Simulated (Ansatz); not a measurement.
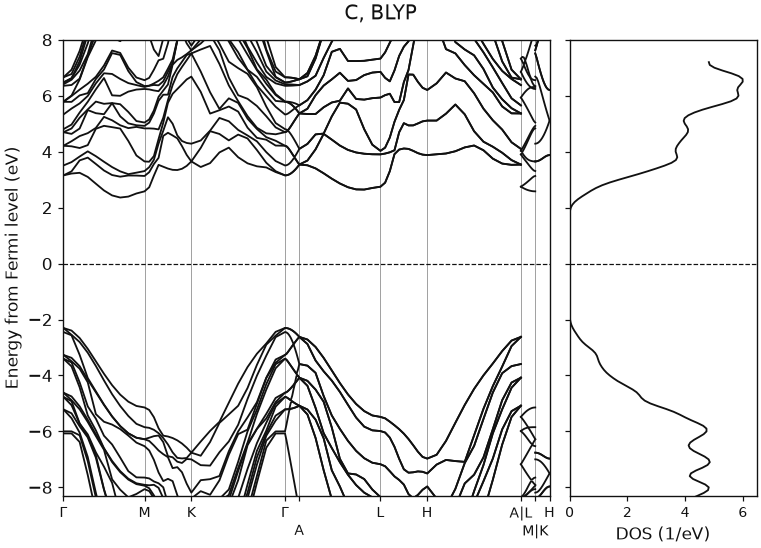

Band structure and density of states. Energies are counted from the Fermi level. The DOS curve is built from the levels of the k mesh with Gaussians 0.55 eV wide, which also blur the band edges; ripples of that width can come from the mesh.

Question: Which Bravais lattice do the labels of the path belong to?

Answer: A hexagonal (primitive) lattice: the path Γ–M–K–Γ–A–L–H–A|L–M|K–H runs through the special points of its Brillouin zone.

Structure: C, space group P6_3/mmc (No. 194), 12 atoms in the cell; a = 2.522 Å, c = 12.356 Å (hexagonal axes).

Level of theory: BLYP, Ansatz PAW, no spin polarisation, no spin-orbit coupling, 12×12×3 k mesh, 420 eV cutoff, Fermi-Dirac smearing of 0.05 eV; code Ansatz.

Question: Is there a gap? Give its size, its kind and where the band edges lie.

Answer: An insulator. The gap along this path is 4.66 eV and indirect, from the valence-band top at Γ to the conduction-band bottom between Γ and M; the smallest direct gap is 5.46 eV, at Γ.

Question: What are the direct gaps at H, K and L?

Answer: The direct gaps are 10.85 eV at H, 10.41 eV at K and 8.23 eV at L.

Question: How much do the top valence band and the lowest conduction band disperse along the path?

Answer: The top valence band spans 4.7 eV and the lowest conduction band 1.9 eV.

Question: How many bands meet at the valence-band top?

Answer: Two bands meet at the valence-band top at Γ: it is doubly degenerate (spin aside). The next level lies only 0.15 eV lower.

The PAW data sets were made with another functional. LDA, GGA and most meta-GGA functionals understate gaps. The cell is at 11 GPa in this functional. This is a hexagonal form of diamond, not graphite.
